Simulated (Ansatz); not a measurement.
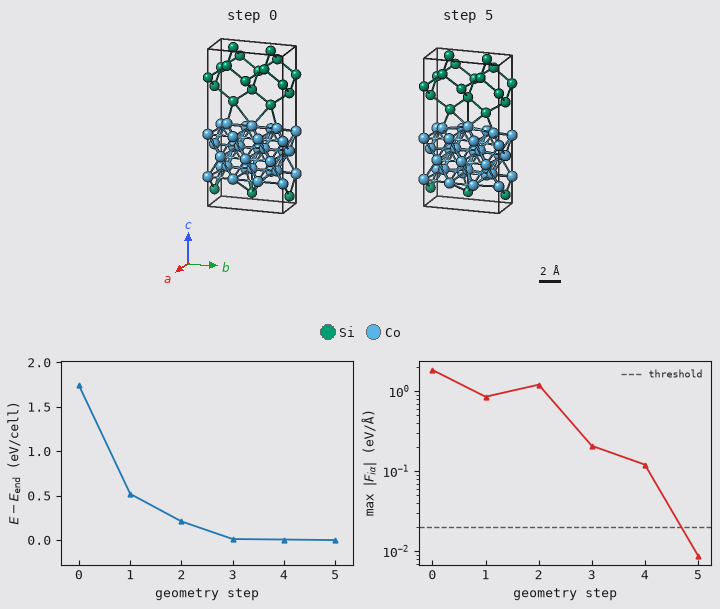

First and last geometry of a relaxation of an interface cell of composition Co3Si2, with the history of the run. The picture is a ball-and-stick view of the cell of the calculation (origin shifted), seen slightly off an axis.

Case: film shifted by (0.5, 0.5) in the plane.

All numbers below come from DFT PBE, scalar-relativistic, plane waves, PAW in Ansatz.

Input
```yaml
crystal:
  lattice:
    - [3.8679403894, 0.0, 0.0]
    - [0.0, 7.7358807789, 0.0]
    - [0.0, 0.0, 15.9211554606]
  atoms:
    - { symbol: Si, position: [0.0, 0.25, 0.0314047558] }
    - { symbol: Si, position: [0.0, 0.75, 0.0314047558] }
    - { symbol: Si, position: [0.0, 0.0, 0.1172982353] }
    - { symbol: Si, position: [0.0, 0.5, 0.1172982353] }
    - { symbol: Si, position: [-0.5, 0.0, 0.2031917147] }
    - { symbol: Si, position: [-0.5, 0.5, 0.2031917147] }
    - { symbol: Si, position: [-0.5, -0.25, 0.2890851942] }
    - { symbol: Si, position: [-0.5, 0.25, 0.2890851942] }
    - { symbol: Si, position: [-1.0, -0.25, 0.3749786736] }
    - { symbol: Si, position: [-1.0, 0.25, 0.3749786736] }
    - { symbol: Si, position: [-1.0, -0.5, 0.4608721531] }
    - { symbol: Si, position: [-1.0, 0.0, 0.4608721531] }
    - { symbol: Co, position: [-0.5, 0.5, 0.5720449888], spin: 1.82 }
    - { symbol: Co, position: [-0.5, 0.1666666667, 0.5720449888], spin: 1.82 }
    - { symbol: Co, position: [-0.5, 0.8333333333, 0.5720449888], spin: 1.82 }
    - { symbol: Co, position: [0.0, 0.6666675172, 0.6142223309], spin: 1.82 }
    - { symbol: Co, position: [0.0, 0.3333341839, 0.6142223309], spin: 1.82 }
    - { symbol: Co, position: [0.0, 1.0000008506, 0.6142223309], spin: 1.82 }
    - { symbol: Co, position: [-0.5, 0.6665181152, 0.7071490725], spin: 1.82 }
    - { symbol: Co, position: [-0.5, 0.3331847819, 0.7071490725], spin: 1.82 }
    - { symbol: Co, position: [-0.5, 0.9998514485, 0.7071490725], spin: 1.82 }
    - { symbol: Co, position: [0.0, 0.8331856324, 0.7493264147], spin: 1.82 }
    - { symbol: Co, position: [0.0, 0.4998522991, 0.7493264147], spin: 1.82 }
    - { symbol: Co, position: [0.0, 1.1665189658, 0.7493264147], spin: 1.82 }
    - { symbol: Co, position: [-0.5, 0.8330362304, 0.8422531563], spin: 1.82 }
    - { symbol: Co, position: [-0.5, 0.4997028971, 0.8422531563], spin: 1.82 }
    - { symbol: Co, position: [-0.5, 1.1663695637, 0.8422531563], spin: 1.82 }
    - { symbol: Co, position: [0.0, 0.9997037476, 0.8844304985], spin: 1.82 }
    - { symbol: Co, position: [0.0, 0.6663704143, 0.8844304985], spin: 1.82 }
    - { symbol: Co, position: [0.0, 1.333037081, 0.8844304985], spin: 1.82 }
basis:
  ecutwfc: 420
kpoints:
  mp_grid: { grid: [9, 5, 2] }
hamiltonian:
  xc: pbe
scf:
  occupations: { method: gaussian, width: 0.1 }
output:
  forces: true
  stress: true
  eigenvalues: true
  populations: true
  write_density: true
  write_potential: true
  elf: true
  volumetric_format: npy
magnetization:
  spin_polarized: true
relax:
  adjacent_minimum: "off"
  f_tol: 0.02
  max_steps: 70
  cell: { fix: [a, b, gamma, alpha, beta], stress_tol: 0.15 }
```

Run as
```bash
ansatz run input.yaml --threads 8 --pin off --max-ram 20480MiB --backend cpu --events-out ev --progress --plain --runs-dir out
```

Read the history and describe the run.

The run was cut off at its time limit before the relaxation converged, so the last structure is only a point on the way. The atom that moves furthest relative to the cell is Co28 (0.41 Å along +c). Largest moves by element: Co 0.41 Å, Si 0.23 Å. Cell: a unchanged at 3.868 Å, b unchanged at 7.736 Å, c 15.921 → 14.982 Å (−5.9 %). Volume −5.9 %. Among the contacts that change: Si3–Co28 3.708 → 2.987 Å, Si2–Co28 3.034 → 2.434 Å, Si1–Co28 3.037 → 2.438 Å, Si11–Co16 2.761 → 2.410 Å. Among the angles between lasting bonds that change: Co13–Si11–Co13 95.1° → 109.9°, Co16–Si11–Co17 55.7° → 69.8°, Si4–Si2–Co29 109.8° → 100.0°. Over 5 geometry steps the energy falls by 1.742 eV per cell of the calculation. The largest force component goes from 1.9 to 0.0088 eV/Å. The pressure goes from −3.71 to −0.40 GPa.

| step | E − E(0), meV/atom | largest force component, eV/Å | pressure, GPa | volume, Å³/atom |
| --- | --- | --- | --- | --- |
| 0 | 0.00 | 1.8518 | -3.71 | 15.880 |
| 1 | -40.71 | 0.8566 | -2.34 | 15.415 |
| 2 | -51.05 | 1.2117 | 0.59 | 14.918 |
| 3 | -57.66 | 0.2087 | -0.37 | 14.959 |
| 4 | -57.84 | 0.1212 | -0.47 | 14.938 |
| 5 | -58.05 | 0.0088 | -0.40 | 14.943 |
